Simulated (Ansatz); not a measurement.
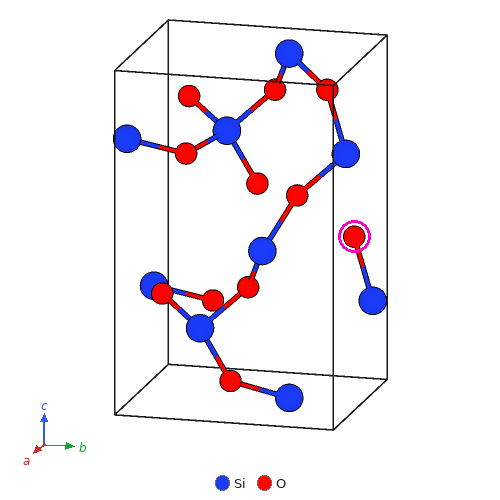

The system is SiO₂ (P3_121 phase) with one O vacancy (17 atoms in the cell, cell charge +2); the picture shows the reference structure. An atom moved over a plane that holds its own site and a neighbouring vacancy (x along [−1 0 1], y along [3 0 1], z along [0 1 0] of the conventional cell). The first coordinate is: path of O12 from its site (0) to the vacancy (1), 2.613 Å; the second: shift of O12 across the path, along a normal. Nothing is relaxed (all other atoms held at the sites of the perfect crystal). The grid has 11 × 9 points. At 21 points there is no value (left out of the scan, as a rule where atoms come close). Points are written as (first, second). Energies are in eV per cell, from the lowest grid point. The lowest point has no gap; 50 points of the grid have one on the k-mesh. The cell is charged on a uniform background, without a charge correction. The calculation used DFT LDA, scalar-relativistic, plane waves, PAW (Ansatz 0.2.0). Settings: cutoff 420 eV, k-mesh 4×4×2, gaussian smearing 0.05 eV, no spin polarisation.

Range: path of O12 from its site (0) to the vacancy (1), 2.613 Å from −0.125 to 1.125; shift of O12 across the path, along a normal from −0.500 to 0.500 Å.

Predict the map.

The lowest grid point is at (1.000, 0.000 Å) [nearest 2 Si at 1.61 Å]. There is a further well near (0.000, 0.000 Å) [nearest 2 Si at 1.61 Å] (0.040 eV above the lowest at that grid point). The highest grid point, (0.500, −0.375 Å) [nearest 1 Si at 1.11 Å], lies 12.9 eV above the lowest.

| second ↓, first → | −0.125 | 0.000 | 0.125 | 0.250 | 0.375 | 0.500 | 0.625 | 0.750 | 0.875 | 1.000 | 1.125 |
| --- | --- | --- | --- | --- | --- | --- | --- | --- | --- | --- | --- |
| 0.500 | 10.0 | 1.1 | 2.3 | 10.8 | – | – | – | 11.3 | 3.0 | 1.2 | 2.0 |
| 0.375 | 8.5 | 0.7 | 2.2 | 11.6 | – | – | – | 11.8 | 2.7 | 0.7 | 1.6 |
| 0.250 | 6.8 | 0.4 | 2.1 | 11.6 | – | – | – | 11.5 | 2.3 | 0.3 | 1.3 |
| 0.125 | 5.2 | 0.2 | 1.9 | 10.9 | – | – | – | 10.4 | 1.8 | 0.1 | 1.2 |
| 0.000 | 3.8 | 0.0 | 1.6 | 9.5 | – | – | – | 8.7 | 1.2 | 0.0 | 1.3 |
| −0.125 | 2.7 | 0.0 | 1.4 | 7.7 | – | – | – | 6.7 | 0.8 | 0.1 | 1.7 |
| −0.250 | 2.1 | 0.2 | 1.2 | 5.9 | – | – | – | 4.7 | 0.4 | 0.5 | 2.4 |
| −0.375 | 1.8 | 0.5 | 1.1 | 4.3 | 9.9 | 12.9 | 9.1 | 3.1 | 0.4 | 1.1 | 3.3 |
| −0.500 | 1.9 | 1.0 | 1.3 | 3.3 | 6.7 | 8.5 | 6.0 | 2.0 | 0.6 | 1.9 | 4.3 |

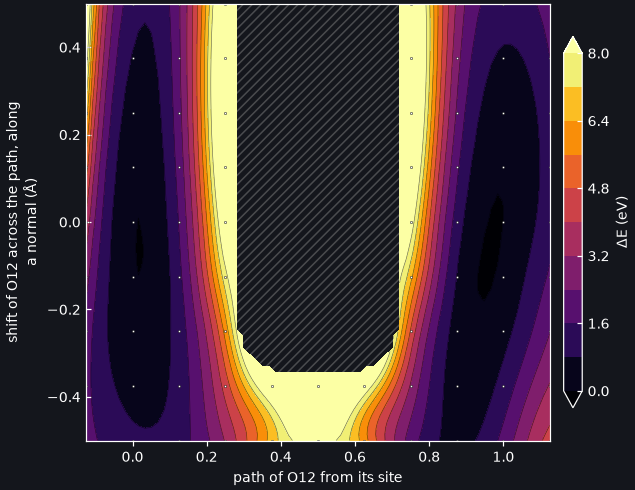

The picture shows filled contours, dots at the grid points, one colour for all values above the top of the scale, hatched blanks where no value was computed. Between grid points the surface is interpolated.

Each point was launched as `ansatz run input.yaml --threads 4 --pin off --max-ram 8192MiB --backend cpu --events-out ev --progress --plain --runs-dir out`. The whole map (78 points run) took 7.2 min on 4 threads of Intel(R) Xeon(R) Platinum 8488C (Sapphire Rapids), with other jobs on the host.

PAW datasets: the set soft_1.
